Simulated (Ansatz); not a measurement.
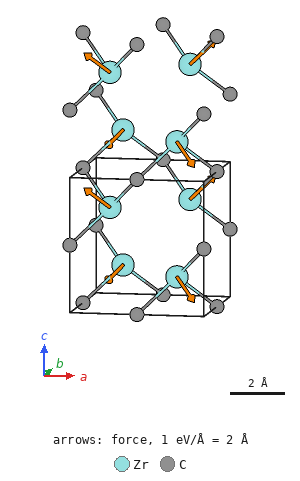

Starting geometry of crystalline Zr4C3 (a generated structure, set up in P-43m) (coarse preliminary run) with the computed forces as orange arrows. Style: ball-and-stick. Shown: the cell of the calculation, repeated 1 × 1 × 2 with one cell outlined, slightly off an axis.

These are results of DFT PBE, scalar-relativistic, plane waves, PAW in Ansatz, not measurements. Set-up: plane-wave cutoff 420 eV; k-point mesh 4 × 4 × 4; occupations gaussian; smearing width 0.1 eV; no spin polarisation; cell and atoms relaxed; force threshold 0.04 eV/Å; at most 70 steps.

### What follows when this structure is relaxed?

It isn't relaxed: the largest force vector, on Zr atoms, is 0.74 eV/Å. The atoms end up moving mostly along the starting forces (cosine between the two patterns 1.00). Over 3 accepted moves (5 points after the start) the energy falls by 0.321 eV per cell of the calculation. The largest force component goes from 0.43 to 0.0065 eV/Å. Pressure: −8.71 GPa at the start and −0.07 GPa at the end. The SCF was repeated twice at an unchanged geometry on a basis and grid sized afresh for the cell, which shifted the energy by 4.2 meV per cell of the calculation at most. The largest moves relative to the cell, 0.065 Å, are those of Zr atoms. C stays in place. Cell: a = b = c 5.152 → 5.057 Å (−1.9 %). Volume −5.5 %. Among the contacts that change: Zr–Zr 3.643 → 3.469 Å, C–Zr 2.231 → 2.169 Å. Among the angles between lasting bonds that change: Zr–C–Zr 109.5° → 106.2°. The space group stays P-43m (No. 215).
